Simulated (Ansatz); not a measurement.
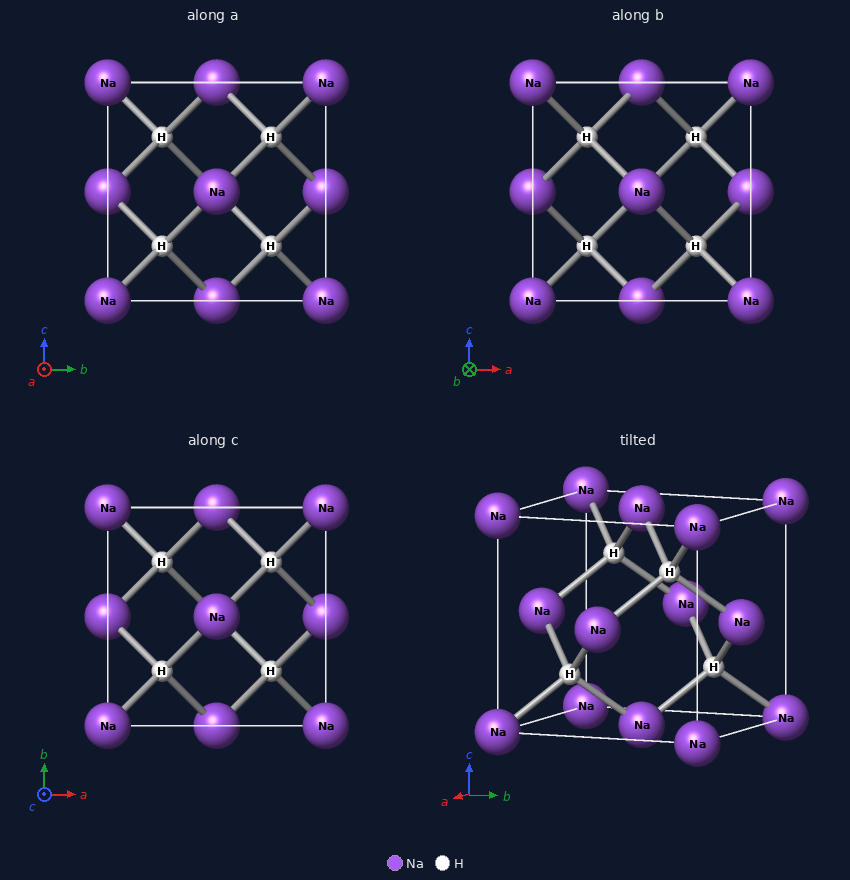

A ball-and-stick rendering, viewed along the a axis, along the b axis, along the c axis and slightly off an axis. Lines trace the edges of the conventional unit cell.

Lattice parameters: a = 5.1938 Å, b = 5.1938 Å, c = 5.1938 Å, α = 90.000°, β = 90.000°, γ = 90.000°.

Q: Transcribe the picture into a CIF in P1 with every atom of the cell.

A:
```cif
data_structure
_symmetry_space_group_name_H-M 'P 1'
_symmetry_Int_Tables_number 1
_cell_length_a 5.1938
_cell_length_b 5.1938
_cell_length_c 5.1938
_cell_angle_alpha 90.000
_cell_angle_beta 90.000
_cell_angle_gamma 90.000
_cell_volume 140.11
loop_
_atom_site_label
_atom_site_type_symbol
_atom_site_fract_x
_atom_site_fract_y
_atom_site_fract_z
_atom_site_occupancy
Na1 Na 0.0000 0.0000 0.0000 1
H1 H 0.2500 0.2500 0.7500 1
Na2 Na 0.0000 0.5000 0.5000 1
H2 H 0.2500 0.7500 0.2500 1
Na3 Na 0.5000 0.0000 0.5000 1
H3 H 0.7500 0.2500 0.2500 1
Na4 Na 0.5000 0.5000 0.0000 1
H4 H 0.7500 0.7500 0.7500 1
```

The starting point was a structure type filled with these elements by a generator (whether the compound takes this form wasn't checked). Earlier steps of the study, as a rule a relaxation of our own, may have changed the cell and positions, so they can lie some per cent off the listed ones. It was run through Ansatz as a DFT input.
